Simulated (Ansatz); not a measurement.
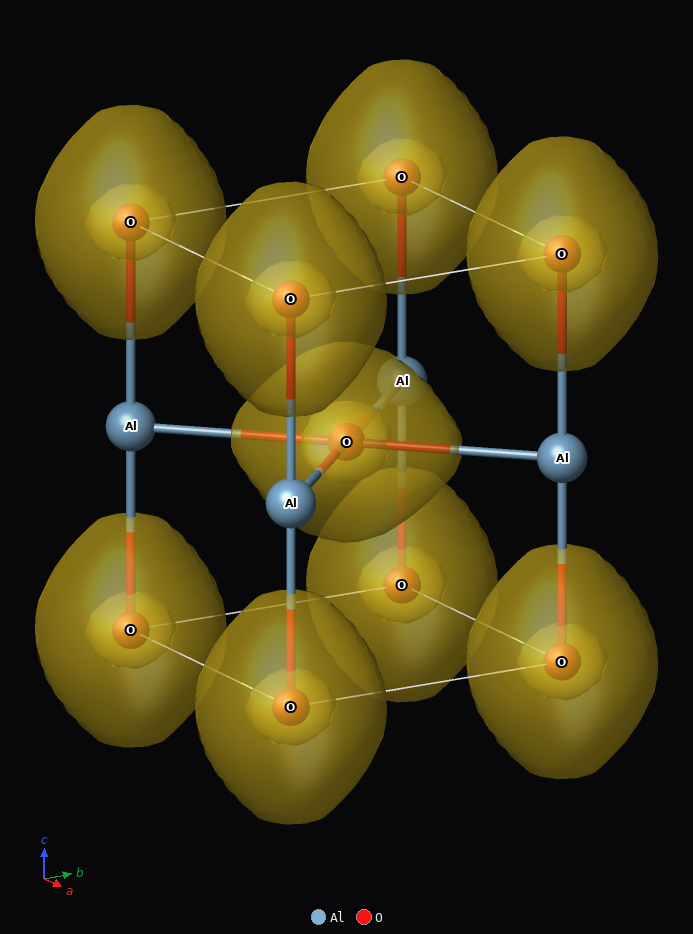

Figure. AlO2. Isosurface of the electron localisation function at 0.7 (yellow), seen at an oblique angle. Only the valence region is drawn (cores and ρ < 0.01 e/Å³ removed). Sticks mark near contacts.

Space group P4/mmm; a structure generated by program, which may or may not match a known phase; spin-polarised.

Theory: DFT PBE, scalar-relativistic, plane waves, PAW (Ansatz).

In a PAW calculation such maps are meaningful between the atoms, not at the nuclei.

Q: Describe the localisation domains.

A: The ELF exceeds this value in two regions on O in which the atom's valence shell and bonds are merged, counted in one cell of 3 atoms. Any copies at cell faces, edges or corners count once. Along the contacts the grid gives the following. Al–O (1.85 Å): the ELF peaks at about 0.90 in the valence shell of O, 0.6 Å from its nucleus, and is about 0.85 at the midpoint. Al–O (1.94 Å): the ELF peaks at about 0.85 in the valence shell of O, 0.7 Å from its nucleus, and is about 0.75 at the midpoint.

Q: Which magnetic arrangement did the calculation end in?

A: Parallel moments, as they must be, since the calculation's own cell holds one magnetic site; site moments O: +0.7 μB in one cell of 3 atoms.
